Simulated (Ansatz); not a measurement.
System: IrO.

Input

```
crystal:
  lattice:
    - [2.7725764476, 0.0, 0.0]
    - [0.0, 2.7725764476, 0.0]
    - [0.0, 0.0, 2.7725764476]
  atoms:
    - { symbol: Ir, position: [0.0, 0.0, 0.0], spin: 2.5 }
    - { symbol: O, position: [0.5, 0.5, 0.5] }
basis:
  ecutwfc: 420
kpoints:
  mp_grid: { grid: [16, 16, 16] }
hamiltonian:
  xc: pbesol
  hubbard: { sites: [{ species: Ir, l: d, u_eff: 5.0 }] }
scf:
  occupations: { method: gaussian, width: 0.05 }
output:
  forces: true
  stress: true
  eigenvalues: true
  populations: true
  write_density: true
  write_potential: true
  elf: true
  volumetric_format: npy
magnetization:
  spin_polarized: true
```

Run with:

```sh
ansatz run input.yaml --threads 1 --pin off --max-ram 2560MiB --backend cpu --events-out ev --progress --plain --runs-dir out
```

Below, planes, directions and counts refer to the conventional cell (a = 2.77 Å, b = 2.77 Å, c = 2.77 Å, α = 90.00°, β = 90.00°, γ = 90.00°).

Space group Pm-3m; started from the CsCl (B2) prototype, which need not be the ambient phase; computed pressure about 35 GPa in this cell; Hubbard U of 5 eV on Ir d only; spin-polarised.

Level of theory: DFT PBEsol+U, scalar-relativistic, plane waves, PAW in Ansatz 0.2.0.

### Predict the valence pseudo-density, electron localisation function and spin density between the atoms.

Ir–O (2.40 Å): the density is about 0.38 e/Å³ at the midpoint; the ELF is about 0.15 at the midpoint (no localised pair shows between them).
The spin density sits on Ir: +2.1 μB in one cell of 2 atoms, with smaller moments on other sites: O (up to +0.46 μB): parallel main moments, as they must be, since the calculation's own cell holds one magnetic site. The cell of the calculation (2 atoms) carries 2.9 μB of net spin moment.

### Does the calculation make it a metal, or give it a gap?

It is gapless in this calculation (a metal or semimetal); semilocal functionals without U, or without the true magnetic order, often close the gap of such compounds.

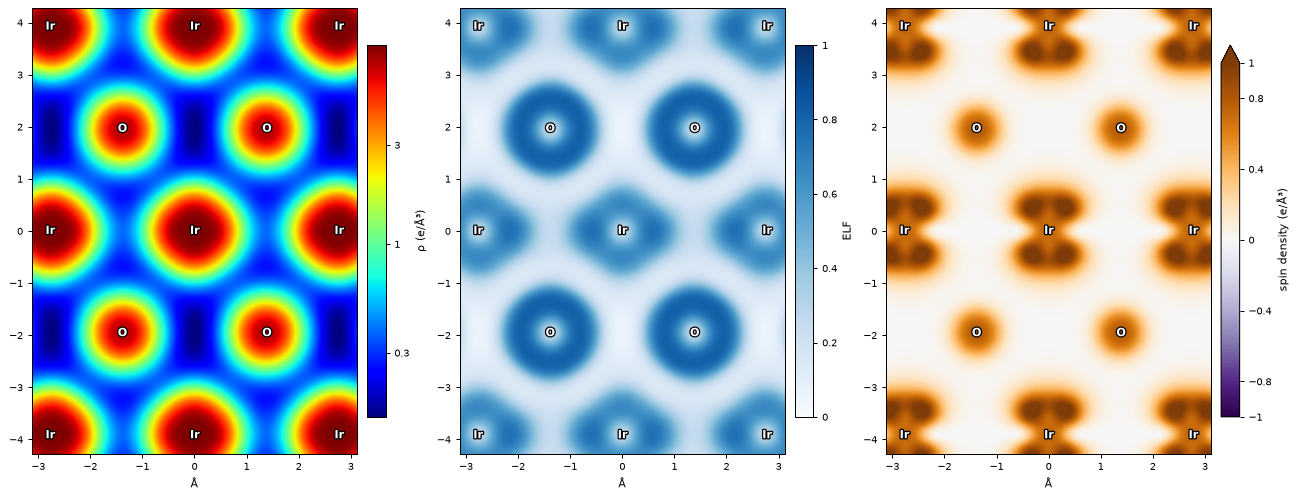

Computed valence pseudo-density, electron localisation function and spin density on the (011̄) plane of the conventional cell, in this order. 
